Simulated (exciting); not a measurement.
The K L₂,₃ edge of atom 1 in KF (Carobbiite), space group Fm-3m, with 6 F at 2.67 Å (octahedral, site symmetry m-3m), was computed at 4 levels: exchange and screened direct term (singlet BSE), exchange term alone (RPA), independent particles and screened direct term alone. Common settings: exciting, all-electron LAPW+lo, LDA, spinor conduction states, 2×2×2 shifted k points, 24 conduction spinor bands, |G+q| up to 4.5 bohr⁻¹ (5.5 in the exchange term), full RPA screening with nempty = 42, Lorentzian half width 0.25 eV.

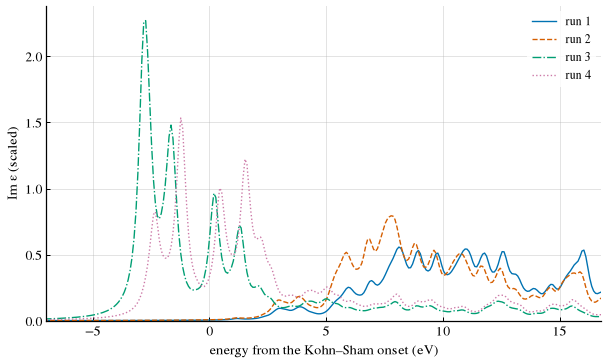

Energy from the Kohn–Sham onset, core level to the lowest empty state found on the meshes used; all runs on one relative scale.

Q: Which run is which, and why?

Run 1: exchange term alone (RPA); highest local maximum in the window at 8.1 eV. Run 2: independent particles; highest local maximum in the window at 7.8 eV. Run 3: screened direct term alone; highest local maximum in the window at -2.7 eV. Run 4: exchange and screened direct term (singlet BSE); highest local maximum in the window at -1.2 eV. The attractive direct term pulls weight down: the curves pass 0.23 at 5.9, 5.2, -3.6 and -2.8 eV in the order of the runs. Exchange is repulsive: the centre of weight of the curve lies at 2.8 eV with it and at 1.0 eV without it. In the runs without the direct term the fine structure is partly noise of the 8-point mesh. Exchange alone moves the bare spectrum by 38 % r.m.s., towards higher energy.

[Hosts, paths, dates, database ids (printed as entryN), source tags and the programs' standing remarks are cut or masked in the printed files.]
